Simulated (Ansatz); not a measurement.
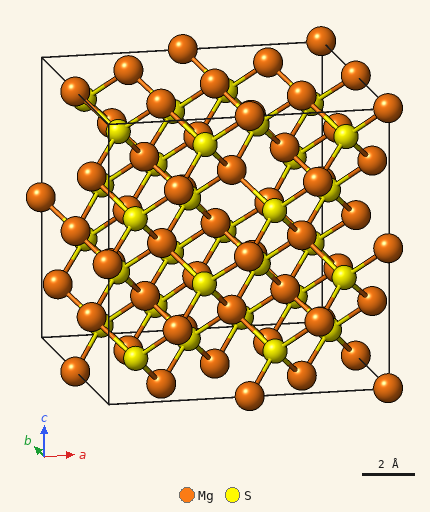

This is the input geometry for a relaxation of a defect cell of composition Mg32S31 (cell charge +2). The picture is a ball-and-stick view of the cell of the calculation (origin shifted), seen slightly off an axis.

These are results of DFT, PBEsol, PAW, plane waves (Ansatz), not measurements.

(plane-wave cutoff 420 eV; k-point mesh 1 × 1 × 1; mesh shifted by (0.25, 0.25, 0.25); no spin polarisation; atoms relaxed in a fixed cell; force threshold 0.03 eV/Å; at most 80 steps)

```
Mg S
1.0
    11.30307    0.00000    0.00000
     0.00000   11.30307    0.00000
     0.00000    0.00000   11.30307
Mg S
32 31
Direct
  0.99749 0.99904 0.00037
  0.99877 0.00263 0.49896
  0.00149 0.49831 0.99709
  0.00309 0.50023 0.49813
  0.50434 0.99942 0.00014
  0.50129 0.99872 0.49893
  0.49885 0.49891 0.99708
  0.50224 0.50066 0.49838
  0.24813 0.24798 0.99953
  0.25134 0.24997 0.50137
  0.25083 0.74955 0.99897
  0.24854 0.75177 0.49831
  0.74969 0.24975 0.99918
  0.75019 0.25175 0.49989
  0.74892 0.75039 0.99807
  0.75289 0.74836 0.49835
  0.24756 0.00037 0.25049
  0.25211 0.00144 0.74960
  0.25068 0.49998 0.25275
  0.24895 0.50423 0.74855
  0.75299 0.00056 0.25116
  0.74776 0.00085 0.75110
  0.75027 0.50051 0.24856
  0.74875 0.50130 0.75360
  0.00023 0.24818 0.25171
  0.00142 0.25205 0.75229
  0.99907 0.75000 0.24863
  0.99760 0.75013 0.74953
  0.49976 0.24727 0.24969
  0.50007 0.25033 0.74783
  0.49558 0.74786 0.25019
  0.50047 0.75181 0.74808
  0.12791 0.12491 0.12650
  0.12593 0.12404 0.62527
  0.12417 0.62624 0.12515
  0.12584 0.62451 0.62621
  0.62509 0.12720 0.12339
  0.62313 0.12487 0.62576
  0.62368 0.62465 0.12555
  0.37396 0.37124 0.12429
  0.37581 0.37299 0.62559
  0.37579 0.87379 0.12221
  0.37634 0.87591 0.62673
  0.87779 0.37318 0.12675
  0.87538 0.37787 0.62515
  0.87536 0.87487 0.12600
  0.87219 0.87714 0.62241
  0.37290 0.12582 0.37809
  0.37511 0.12387 0.87569
  0.37510 0.62486 0.37214
  0.37865 0.62593 0.87440
  0.87138 0.12617 0.37247
  0.87768 0.12559 0.87539
  0.87557 0.62302 0.37653
  0.87414 0.62775 0.87326
  0.12331 0.37630 0.37531
  0.12492 0.37292 0.87717
  0.12704 0.87896 0.37281
  0.12456 0.87817 0.87168
  0.62386 0.37250 0.37758
  0.62018 0.37470 0.87497
  0.62263 0.87840 0.37446
  0.62683 0.87329 0.87528
```

What does the optimiser find from here?

The energy falls by 2.125 eV per cell of the calculation in 4 geometry steps. Largest force component: 1.1 eV/Å at the start, 0.0077 eV/Å at the end. The largest move is that of Mg8, 0.63 Å along [−1 −1 −1]. Largest moves by element: Mg 0.63 Å, S 0.08 Å. The cell doesn't change. Near-neighbour distances that change, for instance: Mg16–S62 2.508 → 2.364 Å, Mg8–S41 2.488 → 2.363 Å, Mg24–S45 2.470 → 2.364 Å, Mg24–S61 2.458 → 2.364 Å. Among the angles between lasting bonds that change: Mg8–S60–Mg29 110.6° → 94.3°, Mg11–S51–Mg32 109.6° → 94.4°, Mg16–S54–Mg27 108.5° → 94.4°.

The end point in the same view:

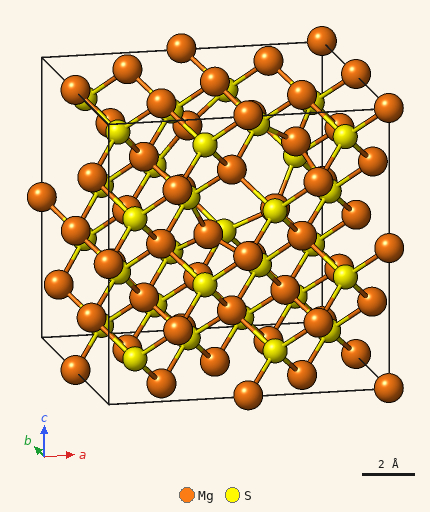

Limits of the set-up: the cell is charged, on a uniform background, and energies carry no finite-size correction.
